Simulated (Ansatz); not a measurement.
# Geometry relaxation, with input and output: InAs (part 1 of 2)

System: InAs (F-43m, 2 atoms in the cell).
Method: DFT PBE+D3(BJ), scalar-relativistic, plane waves, PAW, no spin polarisation (Ansatz 0.2.0).

The structure derives from an entry of the Crystallography Open Database. Figures and captions count atoms from 1; the log counts them from 0 in places.

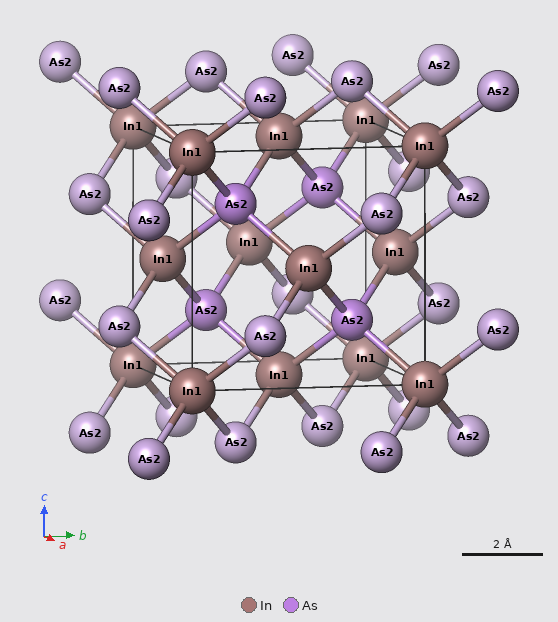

**Figure 1.** The input geometry (ball-and-stick view of the cell 4 times as large as that of the calculation, set on its symmetry axes, seen slightly off an axis; neighbours outside the cell are drawn fainter; atoms are numbered from 1 in the order of the input). Near neighbours in the crystal (not all of them lie inside the picture): In has 4 As at 2.62 Å; As has 4 In at 2.62 Å.

Input
```yaml
crystal:
  lattice:
    - [0.0, 3.024, 3.024]
    - [3.024, 0.0, 3.024]
    - [3.024, 3.024, 0.0]
  atoms:
    - { symbol: In, position: [0.0, 0.0, 0.0] }
    - { symbol: As, position: [0.75, 0.75, 0.75] }
basis:
  ecutwfc: 420
kpoints:
  mp_grid: { grid: [12, 12, 12] }
hamiltonian:
  xc: pbe
  dispersion: d3bj
scf:
  occupations: { method: gaussian, width: 0.1 }
output:
  forces: true
  stress: true
  eigenvalues: true
  write_density: true
  write_potential: true
  elf: true
  volumetric_format: npy
relax:
  adjacent_minimum: "off"
  f_tol: 0.005
  max_steps: 80
  cell: { stress_tol: 0.05 }
```

Machine: 8 threads of AMD EPYC (Zen 5), 176 GiB of memory available, shared host.

Launched with:
```bash
ansatz run input.yaml --threads 8 --pin off --max-ram 20480MiB --backend cpu --events-out ev --progress --plain --runs-dir out
```

What the program printed
```
Engine: ansatz 0.2.0, x86_64-unknown-linux-gnu
Pseudopotentials: kind: paw
Pseudopotential: In, paw, valence charge 13, recommended cutoff 420 eV (normal), In.paw.azcp
Pseudopotential: As, paw, valence charge 15, recommended cutoff 420 eV (normal), As.paw.azcp
Functional definition: PBE
  parameter kappa = 0.804
  parameter beta = 0.06672455060314922
  exchange = pbe_x(kappa = kappa, mu = beta*pi^2/3)
  correlation = pbe_c(beta = beta)
Crystal: 2 atoms, lattice volume = 55.306 Å³
Basis set: ecut = 420 eV, 1067 PW (Γ), exchange–correlation on 60×60×60 points (8 copies of the dense FFT grid, shifted against one another)
Bands: 18, of which v1, the nominal top of the filled ones, is band 14 counted from 1 (13 counted from 0)
Symmetry: 24 space group operations
Space group: F-43m (ITA 216), of the structure as read, at distance tolerance 3.8e-5 Å
k-points: 72 of 1728 (time reversal used)
Non-local potential: In, projectors of the file, l = 0: 2, l = 1: 2, l = 2: 2, l = 3: 2
Non-local potential: As, projectors of the file, l = 0: 2, l = 1: 2, l = 2: 3, l = 3: 1
PAW form: soft (Blöchl's): semilocal exchange-correlation on the pseudo side does not see the compensation charge
PAW one-centre angular grid: In, 590 points (default); XC on 64 Gauss nodes
PAW one-centre angular grid: As, 590 points (default); XC on 64 Gauss nodes
Initial density: superposition of atomic densities (neutral atoms: chi_scale 0, normalization atom), corrected by the library's trained network
Initial wavefunctions: pseudopotential atomic-orbital guess
Functional: x = pbe(κ = 0.804, μ = 0.2195149727645171), c = pbe(β = 0.06672455060314922)
SCF iter   1: F=—  HF=-10455.074466 eV  |F-HF|=—  |Δ(HF+E_count)|=         —  Δρ=2.43e-3  dr2=7.07e-3  ethr=1.77e-3  ⟨swp⟩=5.5  Hψ=6252  notcnv=0
preconditioner: auto → none  [insulator: Δε(μ)=0.804 eV  Ē_g=14.749 eV  σ=0.100 eV  W_gap=0.80  n_scr=14 (ndim 8)  ℏωp=21.2 eV  f_vac=0.107  D(μ)=0.03/eV (n_scr^D=0)  ε∞_Penn≈3.1]
SCF iter   2: F=—  HF=-10455.071456 eV  |F-HF|=—  |Δ(HF+E_count)|=   3.01e-3  Δρ=1.05e-3  dr2=6.44e-4  ethr=2.53e-5  ⟨swp⟩=2.0  Hψ=2523  notcnv=0
SCF iter   3: F=—  HF=-10455.071308 eV  |F-HF|=—  |Δ(HF+E_count)|=   1.48e-4  Δρ=3.05e-4  dr2=6.12e-5  ethr=2.30e-6  ⟨swp⟩=2.0  Hψ=1945  notcnv=0
SCF iter   4: F=—  HF=-10455.071345 eV  |F-HF|=—  |Δ(HF+E_count)|=   3.71e-5  Δρ=1.03e-4  dr2=5.97e-6  ethr=2.19e-7  ⟨swp⟩=2.0  Hψ=1585  notcnv=0
SCF iter   5: F=—  HF=-10455.071353 eV  |F-HF|=—  |Δ(HF+E_count)|=   8.09e-6  Δρ=3.28e-5  dr2=6.39e-7  ethr=2.13e-8  ⟨swp⟩=2.0  Hψ=2305  notcnv=0
SCF iter   6: F=-10455.071353 eV  HF=-10455.071353 eV  |F-HF|=3.22e-9  |Δ(HF+E_count)|=   8.67e-8  Δρ=5.90e-6  dr2=1.41e-8  ethr=3.57e-10  ⟨swp⟩=9.9  Hψ=9811  notcnv=0
SCF 1 converged in 6 iterations: F = -10455.071353 eV  dr2 = 1.41e-8
  Residual-converged pass: ⟨swp⟩=1.0  Hψ=1587  notcnv=0  max |occ|·‖R‖ = 7.0e-9 eV (tolerance 1.0e-8 eV)  dr2=1.41e-8  dr2_onsite=3.24e-8  max |Δocc| = 3.5e-11
  greatest PAW one-centre occupation: 0.999 electrons in one spin orbital (limit 2), on the As atom at site 1 (counted from 0), in its partial waves of l = 2
relax step   1: F+E_penalty+E_count = -10455.07135303 eV  Δ(F+E_penalty+E_count) = +0.000e0 eV  max|allowed force component| = 1.295e-16 eV/Å  Δτ_max = 0.0000 Å  P = +1.803 GPa  Ω = 55.306 Å³  (6 SCF iters, dr2 threshold 1.00e-7 eV, accepted)
Crystal: 2 atoms, lattice volume = 57.635 Å³
Basis set: ecut = 420 eV, 1139 PW (Γ), exchange–correlation on 60×60×60 points (8 copies of the dense FFT grid, shifted against one another)
Initial density: handed on by an earlier stage of this run
Initial wavefunctions: those handed on with the density
iter 1 solved again at ethr=5.31e-6 eV; its pass at ethr=3.10e-3 eV (dr2=1.49e-3 eV) is discarded
SCF iter   1: F=—  HF=-10455.079422 eV  |F-HF|=—  |Δ(HF+E_count)|=         —  Δρ=1.32e-3  dr2=1.45e-3  ethr=5.31e-6  ⟨swp⟩=2.2  Hψ=7909  notcnv=0
preconditioner: auto → none  [insulator: Δε(μ)=0.694 eV  Ē_g=14.553 eV  σ=0.100 eV  W_gap=0.81  n_scr=14 (ndim 8)  ℏωp=20.8 eV  f_vac=0.115  D(μ)=0.03/eV (n_scr^D=0)  ε∞_Penn≈3.0]
SCF iter   2: F=—  HF=-10455.079334 eV  |F-HF|=—  |Δ(HF+E_count)|=   8.85e-5  Δρ=5.91e-4  dr2=1.87e-4  ethr=5.19e-6  ⟨swp⟩=2.0  Hψ=1568  notcnv=0
SCF iter   3: F=—  HF=-10455.079394 eV  |F-HF|=—  |Δ(HF+E_count)|=   5.98e-5  Δρ=2.07e-4  dr2=3.31e-5  ethr=6.69e-7  ⟨swp⟩=2.0  Hψ=2290  notcnv=0
SCF iter   4: F=—  HF=-10455.079402 eV  |F-HF|=—  |Δ(HF+E_count)|=   8.31e-6  Δρ=5.18e-5  dr2=1.14e-6  ethr=1.18e-7  ⟨swp⟩=2.0  Hψ=2305  notcnv=0
SCF iter   5: F=-10455.079403 eV  HF=-10455.079403 eV  |F-HF|=8.62e-8  |Δ(HF+E_count)|=   1.48e-6  Δρ=1.12e-5  dr2=5.08e-8  ethr=7.14e-10  ⟨swp⟩=10.9  Hψ=10470  notcnv=0
SCF 2 converged in 5 iterations: F = -10455.079403 eV  dr2 = 5.08e-8
  Residual-converged pass: ⟨swp⟩=1.0  Hψ=1585  notcnv=0  max |occ|·‖R‖ = 7.0e-9 eV (tolerance 1.0e-8 eV)  dr2=5.08e-8  dr2_onsite=1.31e-8  max |Δocc| = 2.1e-11
relax step   2: F+E_penalty+E_count = -10455.07940338 eV  Δ(F+E_penalty+E_count) = -8.050e-3 eV  max|allowed force component| = 4.799e-17 eV/Å  Δτ_max = 0.0000 Å  P = -0.535 GPa  Ω = 57.635 Å³  energy of the carried Pulay correction = -4.940e-4 eV  (5 SCF iters, dr2 threshold 2.00e-7 eV, accepted)
Crystal: 2 atoms, lattice volume = 57.084 Å³
iter 1 solved again at ethr=3.44e-7 eV; its pass at ethr=3.10e-3 eV (dr2=9.62e-5 eV) is discarded
SCF iter   1: F=—  HF=-10455.080504 eV  |F-HF|=—  |Δ(HF+E_count)|=         —  Δρ=3.05e-4  dr2=7.45e-5  ethr=3.44e-7  ⟨swp⟩=2.8  Hψ=7394  notcnv=0
preconditioner: auto → none  [insulator: Δε(μ)=0.724 eV  Ē_g=14.593 eV  σ=0.100 eV  W_gap=0.81  n_scr=14 (ndim 8)  ℏωp=20.9 eV  f_vac=0.105  D(μ)=0.03/eV (n_scr^D=0)  ε∞_Penn≈3.0]
SCF iter   2: F=—  HF=-10455.080496 eV  |F-HF|=—  |Δ(HF+E_count)|=   8.20e-6  Δρ=1.35e-4  dr2=9.38e-6  ethr=2.66e-7  ⟨swp⟩=2.0  Hψ=1567  notcnv=0
SCF iter   3: F=—  HF=-10455.080498 eV  |F-HF|=—  |Δ(HF+E_count)|=   1.97e-6  Δρ=4.60e-5  dr2=1.60e-6  ethr=3.35e-8  ⟨swp⟩=2.0  Hψ=2290  notcnv=0
SCF iter   4: F=-10455.080498 eV  HF=-10455.080498 eV  |F-HF|=5.27e-8  |Δ(HF+E_count)|=   1.87e-7  Δρ=1.19e-5  dr2=5.52e-8  ethr=7.14e-10  ⟨swp⟩=6.7  Hψ=8711  notcnv=0
SCF 3 converged in 4 iterations: F = -10455.080498 eV  dr2 = 5.52e-8
relax step   3: F+E_penalty+E_count = -10455.08049832 eV  Δ(F+E_penalty+E_count) = -1.095e-3 eV  max|allowed force component| = 2.544e-17 eV/Å  Δτ_max = 0.0000 Å  P = -0.031 GPa  Ω = 57.084 Å³  energy of the carried Pulay correction = -3.791e-4 eV  (4 SCF iters, dr2 threshold 2.00e-7 eV, accepted)
Initial wavefunctions: pseudopotential atomic-orbital guess (no wavefunctions were taken with the density)
iter 1 solved again at ethr=3.61e-7 eV; its pass at ethr=3.10e-3 eV (dr2=1.01e-4 eV) is discarded
SCF iter   1: F=—  HF=-10455.080873 eV  |F-HF|=—  |Δ(HF+E_count)|=         —  Δρ=4.88e-5  dr2=2.57e-7  ethr=3.61e-7  ⟨swp⟩=2.0  Hψ=9135  notcnv=0
preconditioner: auto → none  [insulator: Δε(μ)=0.723 eV  Ē_g=14.593 eV  σ=0.100 eV  W_gap=0.81  n_scr=14 (ndim 8)  ℏωp=20.9 eV  f_vac=0.106  D(μ)=0.03/eV (n_scr^D=0)  ε∞_Penn≈3.0]
SCF iter   2: F=—  HF=-10455.080876 eV  |F-HF|=—  |Δ(HF+E_count)|=   2.76e-6  Δρ=2.23e-5  dr2=6.18e-8  ethr=9.18e-10  ⟨swp⟩=2.0  Hψ=2293  notcnv=0
SCF iter   3: F=—  HF=-10455.080877 eV  |F-HF|=—  |Δ(HF+E_count)|=   8.61e-7  Δρ=6.56e-6  dr2=4.59e-9  ethr=2.21e-10  ⟨swp⟩=2.0  Hψ=1585  notcnv=0
SCF iter   4: F=—  HF=-10455.080877 eV  |F-HF|=—  |Δ(HF+E_count)|=   7.39e-8  Δρ=6.98e-7  dr2=1.39e-10  ethr=1.64e-11  ⟨swp⟩=2.0  Hψ=2305  notcnv=0
SCF iter   5: F=—  HF=-10455.080877 eV  |F-HF|=—  |Δ(HF+E_count)|=  3.46e-10  Δρ=2.63e-7  dr2=4.59e-11  ethr=1.00e-12  ⟨swp⟩=6.0  Hψ=5854  notcnv=0
SCF iter   6: F=-10455.080877 eV  HF=-10455.080877 eV  |F-HF|=5.46e-12  |Δ(HF+E_count)|=  1.82e-11  Δρ=6.27e-8  dr2=1.97e-12  ethr=1.00e-12  ⟨swp⟩=6.0  Hψ=5407  notcnv=0
SCF 4 converged in 6 iterations: F = -10455.080877 eV  dr2 = 1.97e-12
relax step   4: F+E_penalty+E_count = -10455.08087671 eV  Δ(F+E_penalty+E_count) = -3.784e-4 eV  max|allowed force component| = 2.255e-17 eV/Å  Δτ_max = 0.0000 Å  P = -0.032 GPa  Ω = 57.084 Å³  stress off target by 3.23e-2 GPa  SCF on the basis re-selected at this cell (its energy is not comparable with the rows above)  (6 SCF iters)
```

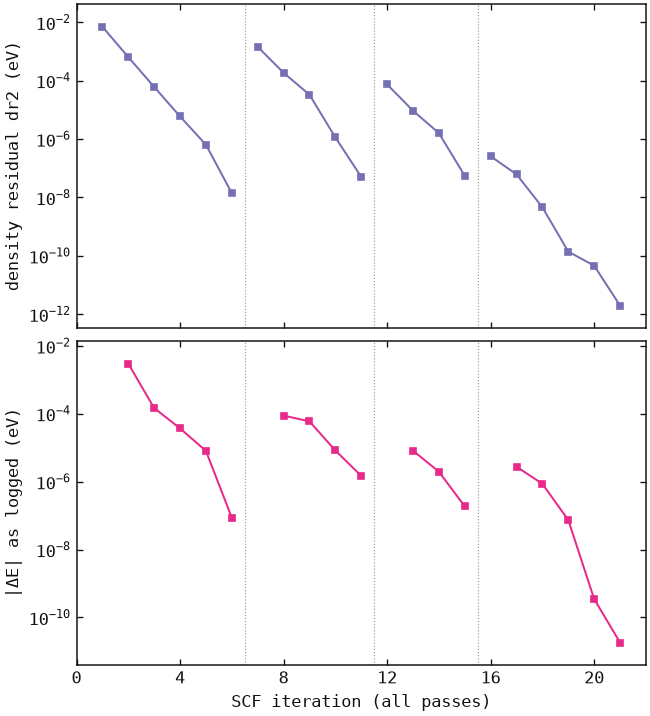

**Figure 2.** Convergence of the self-consistent field: density residual dr2 and size of the energy change against the SCF iteration. The dotted lines part the SCF passes of the relaxation: geometry steps, rejected trials and re-solves on a re-selected basis. The passes take 6, 5, 4 and 6 iterations.

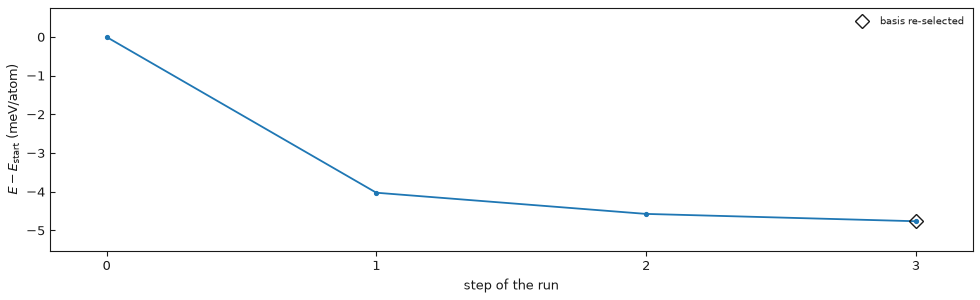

**Figure 3.** Progress of the relaxation, step by step (the first geometry is step 0 here and step 1 in the log).
